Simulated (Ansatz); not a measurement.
Read the following structure.

```yaml
crystal:
  lattice:
    - [2.90857, 0.00000, 2.86595]
    - [0.00000, 3.96739, 0.00000]
    - [-2.93477, 0.00000, 2.83895]
  atoms:
    - { symbol: Al, position: [0.00002, 0.00000, 0.99999] }
    - { symbol: Al, position: [0.50002, 0.00000, 0.49999] }
    - { symbol: Al, position: [0.49998, 0.50000, 0.00001] }
    - { symbol: Al, position: [0.99998, 0.50000, 0.50001] }
```

What crystal do these data define?

Answer. The element is aluminium. Strictly the space group is Immm (No. 71, within 0.01 Å). It is a distorted form of a face-centred cubic structure, space group Fm-3m (No. 225) within 0.25 Å: face-centred cubic (Cu type). The cell holds four atoms.

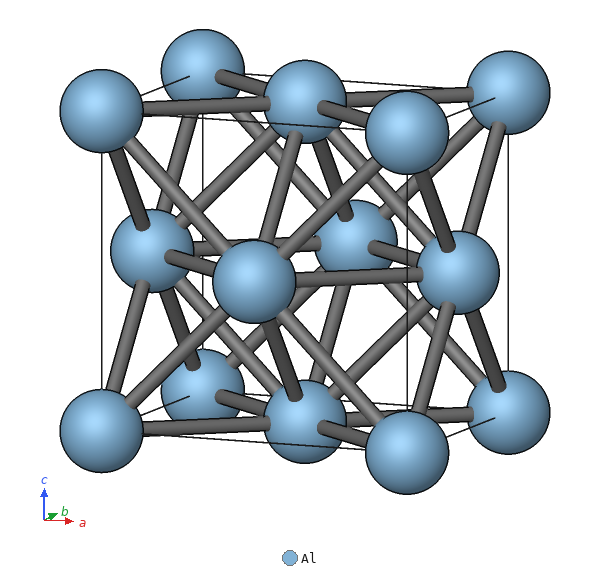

Structure drawing (ball-and-stick), viewed slightly off an axis. Lines trace the edges of the drawn cell (a repeat of the simulation cell). Colours: aluminium light blue.

It goes back to a structure listed in the Materials Project, with elements exchanged, so it need not be a known form of the compound. Relaxation method: DFT PBE, scalar-relativistic, plane waves, PAW (Ansatz 0.2.0).
